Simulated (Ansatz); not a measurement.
**Two runs on ZrSiO₄**

System: ZrSiO₄ (12 atoms in the cell).
Method of the first run: DFT PBE, scalar-relativistic, plane waves, PAW, no spin polarisation (Ansatz 0.2.0).

The structure derives from an entry of the Crystallography Open Database. Text and figures count atoms from 1; the logs count them from 0 in places.

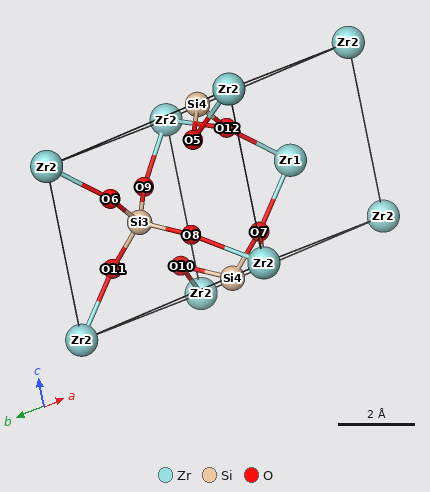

The structure as given in the input (ball-and-stick view of the cell of the calculation, seen at an oblique angle; atoms are numbered from 1 in the order of the input).

## Input, the first run
```yaml
crystal:
  lattice:
    - [-3.2250059888, 3.2250059888, 2.9375931681]
    - [3.2250059888, -3.2250059888, 2.9375931681]
    - [3.2250059888, 3.2250059888, -2.9375931681]
  atoms:
    - { symbol: Zr, position: [0.75, 0.25, 0.5] }
    - { symbol: Zr, position: [0.0, 0.0, 0.0] }
    - { symbol: Si, position: [0.25, 0.75, 0.5] }
    - { symbol: Si, position: [0.5, 0.5, 0.0] }
    - { symbol: O, position: [0.1343991657, 0.3204292502, 0.8139699156] }
    - { symbol: O, position: [0.0704292502, 0.7564593346, 0.6860300844] }
    - { symbol: O, position: [0.5064593346, 0.3204292502, 0.1860300844] }
    - { symbol: O, position: [0.0704292502, 0.3843991657, 0.3139699156] }
    - { symbol: O, position: [0.6156008343, 0.9295707498, 0.6860300844] }
    - { symbol: O, position: [0.6795707498, 0.8656008343, 0.1860300844] }
    - { symbol: O, position: [0.2435406654, 0.9295707498, 0.3139699156] }
    - { symbol: O, position: [0.6795707498, 0.4935406654, 0.8139699156] }
basis:
  ecutwfc: 420
kpoints:
  mp_grid: { grid: [6, 6, 6] }
hamiltonian:
  xc: pbe
scf:
  occupations: { method: gaussian, width: 0.02 }
output:
  forces: true
  stress: true
  eigenvalues: true
relax:
  adjacent_minimum: "off"
  f_tol: 0.01
  max_steps: 30
  cell: { stress_tol: 0.1, fix: [volume] }
```

Command:
```bash
ansatz run input.yaml --threads 2 --pin off --max-ram 5120MiB --backend cpu --events-out ev --progress --plain --runs-dir out
```

Hardware: 2 threads of AMD EPYC (Zen 5), 24 GiB of memory available, shared host.

## Output, shortened to warnings, some set-up lines, iterations and results (the first run)
```
Basis set: ecut = 420 eV, 2385 PW (Γ), exchange–correlation on 80×80×80 points (8 copies of the dense FFT grid, shifted against one another)
Symmetry: 16 space group operations
k-points: 30 of 216
Initial density: superposition of atomic densities (neutral atoms: chi_scale 0, normalization atom), corrected by the library's trained network
[...]
SCF iter   1: F=—  HF=-14195.609349 eV  |F-HF|=—  |Δ(HF+E_count)|=         —  Δρ=2.72e-3  dr2=2.90e-3  ethr=1.77e-3  ⟨swp⟩=6.8  Hψ=6572  notcnv=0  defer=13
SCF iter   2: F=—  HF=-14195.609893 eV  |F-HF|=—  |Δ(HF+E_count)|=   5.43e-4  Δρ=1.52e-3  dr2=8.06e-4  ethr=3.63e-6  ⟨swp⟩=2.0  Hψ=3230  notcnv=0  defer=130
SCF iter   3: F=—  HF=-14195.610873 eV  |F-HF|=—  |Δ(HF+E_count)|=   9.80e-4  Δρ=4.25e-4  dr2=8.75e-5  ethr=1.01e-6  ⟨swp⟩=2.0  Hψ=2574  notcnv=0  defer=130
SCF iter   4: F=—  HF=-14195.610941 eV  |F-HF|=—  |Δ(HF+E_count)|=   6.80e-5  Δρ=1.18e-4  dr2=1.79e-5  ethr=1.09e-7  ⟨swp⟩=2.0  Hψ=2484  notcnv=0  defer=130
SCF iter   5: F=—  HF=-14195.610942 eV  |F-HF|=—  |Δ(HF+E_count)|=   1.55e-6  Δρ=5.54e-5  dr2=4.14e-6  ethr=2.24e-8  ⟨swp⟩=2.0  Hψ=2140  notcnv=0  defer=130
[... 23 lines ...]
SCF iter   2: F=—  HF=-14195.617250 eV  |F-HF|=—  |Δ(HF+E_count)|=   1.12e-5  Δρ=1.91e-5  dr2=2.69e-8  ethr=1.41e-10  ⟨swp⟩=3.0  Hψ=3061  notcnv=0
SCF iter   3: F=—  HF=-14195.617253 eV  |F-HF|=—  |Δ(HF+E_count)|=   3.04e-6  Δρ=3.04e-6  dr2=1.53e-9  ethr=3.36e-11  ⟨swp⟩=2.0  Hψ=2267  notcnv=0
SCF iter   4: F=-14195.617253 eV  HF=-14195.617253 eV  |F-HF|=5.09e-11  |Δ(HF+E_count)|=   6.42e-8  Δρ=4.51e-7  dr2=2.59e-10  ethr=1.00e-12  ⟨swp⟩=5.1  Hψ=5448  notcnv=0
SCF 5 converged in 4 iterations: F = -14195.617253 eV  dr2 = 2.59e-10
relax step   5: F+E_penalty+E_count = -14195.61725317 eV  Δ(F+E_penalty+E_count) = -5.672e-5 eV  max|allowed force component| = 7.534e-3 eV/Å  Δτ_max = 0.0000 Å  P = +23.918 …
basis re-selected at this cell: Δ(F+E_penalty+E_count) = -5.672e-5 eV, ΔP = +0.003 GPa vs the last step (what re-selecting the basis moved, of the pressure what is left beyond the Pulay correction that the steps carried, after the strain that the cell walked since its last selection, with what the …
SCF converged after 4 iterations
Free energy (F): -14195.617253 eV
Harris-Foulkes:  -14195.617253 eV  (|F-HF|=5.09e-11)
Internal energy: -14195.617253 eV  (E = F + TS)
E sigma→0 (E₀):  -14195.617253 eV
Fermi energy:    11.589898 eV
--- Per-component energies (eV) ---
  E_band       = -192.969294
  E_kinetic    = 2203.164653
  E_local      = -4157.962889  (includes V_loc(G=0)·N_el)
  E_nonlocal   = 586.021428
  E_hartree    = 1440.154000
  E_xc         = -1039.313816
  E_vxc        = -1248.999808  (∫ρ·V_xc dr)
  E_paw        = -8202.432407  (= ΣΔE_a)
  E_vpaw       = -455.521115  (= ΣTr[D̂ρ^β])
  E_aug_tail   = 0.020278  (compensation charges beyond the density's cutoff)
  E_ewald      = -5025.268500
  E_smearing   = -0.000000  (= −TS)
  E_closure    = 0.000000  (closes the sum)
  Σ components = -14195.617253   (vs F -14195.617253, Δ=0.00e0)
--- Forces (eV/Å), atoms counted from 1 ---
  atom   1  Zr    -0.00000000     0.00000000    -0.00000000
  atom   2  Zr     0.00000000    -0.00000000     0.00000000
  atom   3  Si    -0.00000000     0.00000000    -0.00000000
  atom   4  Si     0.00000000     0.00000000     0.00000000
  atom   5  O     -0.00000000     0.00065991     0.00753351
  atom   6  O     -0.00065991     0.00000000     0.00753351
  atom   7  O      0.00000000    -0.00065991     0.00753351
  atom   8  O      0.00065991     0.00000000     0.00753351
  atom   9  O      0.00000000    -0.00065991    -0.00753351
  atom  10  O     -0.00065991     0.00000000    -0.00753351
  atom  11  O      0.00000000     0.00065991    -0.00753351
  atom  12  O      0.00065991     0.00000000    -0.00753351
  max |Σ_I F_I| component: 7.16e-18 eV/Å
--- Stress (GPa, compression-positive) ---
       23.939238       0.000000       0.000000
        0.000000      23.939238      -0.000000
        0.000000      -0.000000      23.875190
  P = ⅓ Tr σ = 23.9179 GPa (239.179 kbar)
--- Relaxed structure (4 steps of the walk, 4 accepted, 1 SCFs on fresh bases) ---
[...]
```

The second run used a changed input.

## The two runs side by side

| quantity | the first run | the second run |
| --- | --- | --- |
| outcome | converged | converged |
| free energy per atom (eV) | −1182.9681 | −1182.9708 |
| gap on the mesh (eV) | 5.15 | 5.15 |
| pressure (GPa) | 23.92 | 23.92 |
| largest force (eV/Å) | 0.008 | 0.008 |
| SCF iterations | 23 | 23 |
| irreducible k-points | 30 | 30 |
| wall time (shared host) | 8.8 s | 9.9 s |

What was changed in the input?

The change (lines with − go, lines with + come):
```diff
-  ecutwfc: 420
+  ecutwfc: "450 eV"
+accuracy: low
```

The free energy of the second run is 2.7 meV per atom lower, which measures how much it depends on this numerical setting. More plane waves can only lower the energy of a fixed Hamiltonian, so the higher cutoff gives the lower value. The number of SCF iterations is the same.

## Output, shortened to warnings, some set-up lines, iterations and results (the second run)
```
Basis set: ecut = 450 eV, 2659 PW (Γ), exchange–correlation on 80×80×80 points (8 copies of the dense FFT grid, shifted against one another)
Symmetry: 16 space group operations
k-points: 30 of 216
Initial density: superposition of atomic densities (neutral atoms: chi_scale 0, normalization atom), corrected by the library's trained network
[...]
SCF iter   1: F=—  HF=-14195.641408 eV  |F-HF|=—  |Δ(HF+E_count)|=         —  Δρ=2.79e-3  dr2=2.91e-3  ethr=1.77e-3  ⟨swp⟩=6.8  Hψ=6575  notcnv=0  defer=13
SCF iter   2: F=—  HF=-14195.641937 eV  |F-HF|=—  |Δ(HF+E_count)|=   5.29e-4  Δρ=1.55e-3  dr2=8.46e-4  ethr=3.64e-6  ⟨swp⟩=2.0  Hψ=3228  notcnv=0  defer=130
SCF iter   3: F=—  HF=-14195.642916 eV  |F-HF|=—  |Δ(HF+E_count)|=   9.79e-4  Δρ=4.49e-4  dr2=9.75e-5  ethr=1.06e-6  ⟨swp⟩=2.1  Hψ=2644  notcnv=0  defer=130
SCF iter   4: F=—  HF=-14195.642984 eV  |F-HF|=—  |Δ(HF+E_count)|=   6.78e-5  Δρ=1.17e-4  dr2=1.86e-5  ethr=1.22e-7  ⟨swp⟩=2.0  Hψ=2399  notcnv=0  defer=130
SCF iter   5: F=—  HF=-14195.642986 eV  |F-HF|=—  |Δ(HF+E_count)|=   1.77e-6  Δρ=5.67e-5  dr2=4.30e-6  ethr=2.32e-8  ⟨swp⟩=2.0  Hψ=2147  notcnv=0  defer=130
[... 23 lines ...]
SCF iter   2: F=—  HF=-14195.649357 eV  |F-HF|=—  |Δ(HF+E_count)|=   2.67e-7  Δρ=1.88e-5  dr2=1.33e-8  ethr=7.32e-11  ⟨swp⟩=3.2  Hψ=3605  notcnv=0
SCF iter   3: F=—  HF=-14195.649361 eV  |F-HF|=—  |Δ(HF+E_count)|=   3.96e-6  Δρ=5.31e-6  dr2=1.15e-9  ethr=1.66e-11  ⟨swp⟩=2.6  Hψ=2419  notcnv=0
SCF iter   4: F=-14195.649362 eV  HF=-14195.649362 eV  |F-HF|=2.91e-11  |Δ(HF+E_count)|=   3.38e-7  Δρ=2.97e-7  dr2=1.22e-10  ethr=1.00e-12  ⟨swp⟩=5.2  Hψ=5329  notcnv=0
SCF 5 converged in 4 iterations: F = -14195.649362 eV  dr2 = 1.22e-10
relax step   5: F+E_penalty+E_count = -14195.64936151 eV  Δ(F+E_penalty+E_count) = -1.907e-6 eV  max|allowed force component| = 7.731e-3 eV/Å  Δτ_max = 0.0000 Å  P = +23.917 …
basis re-selected at this cell: Δ(F+E_penalty+E_count) = -1.907e-6 eV, ΔP = +0.001 GPa vs the last step (what re-selecting the basis moved, of the pressure what is left beyond the Pulay correction that the steps carried, after the strain that the cell walked since its last selection, with what the …
SCF converged after 4 iterations
Free energy (F): -14195.649362 eV
Harris-Foulkes:  -14195.649362 eV  (|F-HF|=2.91e-11)
Internal energy: -14195.649362 eV  (E = F + TS)
E sigma→0 (E₀):  -14195.649362 eV
Fermi energy:    11.590558 eV
--- Per-component energies (eV) ---
  E_band       = -192.934448
  E_kinetic    = 2202.239158
  E_local      = -4157.752612  (includes V_loc(G=0)·N_el)
  E_nonlocal   = 586.812866
  E_hartree    = 1440.088431
  E_xc         = -1039.074803
  E_vxc        = -1248.692360  (∫ρ·V_xc dr)
  E_paw        = -8202.651965  (= ΣΔE_a)
  E_vpaw       = -455.735526  (= ΣTr[D̂ρ^β])
  E_aug_tail   = 0.016882  (compensation charges beyond the density's cutoff)
  E_ewald      = -5025.327319
  E_smearing   = -0.000000  (= −TS)
  E_closure    = -0.000000  (closes the sum)
  Σ components = -14195.649362   (vs F -14195.649362, Δ=0.00e0)
--- Forces (eV/Å), atoms counted from 1 ---
  atom   1  Zr    -0.00000000     0.00000000     0.00000000
  atom   2  Zr     0.00000000     0.00000000     0.00000000
  atom   3  Si     0.00000000    -0.00000000     0.00000000
  atom   4  Si     0.00000000     0.00000000     0.00000000
  atom   5  O      0.00000000     0.00079910     0.00773124
  atom   6  O     -0.00079910     0.00000000     0.00773124
  atom   7  O      0.00000000    -0.00079910     0.00773124
  atom   8  O      0.00079910    -0.00000000     0.00773124
  atom   9  O     -0.00000000    -0.00079910    -0.00773124
  atom  10  O     -0.00079910    -0.00000000    -0.00773124
  atom  11  O     -0.00000000     0.00079910    -0.00773124
  atom  12  O      0.00079910    -0.00000000    -0.00773124
  max |Σ_I F_I| component: 2.17e-18 eV/Å
--- Stress (GPa, compression-positive) ---
       23.933150      -0.000000       0.000000
       -0.000000      23.933150      -0.000000
        0.000000      -0.000000      23.886039
  P = ⅓ Tr σ = 23.9174 GPa (239.174 kbar)
--- Relaxed structure (4 steps of the walk, 4 accepted, 1 SCFs on fresh bases) ---
[...]
```

For the first run: The cell is under a pressure of 24 GPa at this level, so it is not at its equilibrium volume. For the second run: These settings are looser than, or depart from, a standard set-up, so the numbers are not reference values for this system. The input asks for low accuracy.
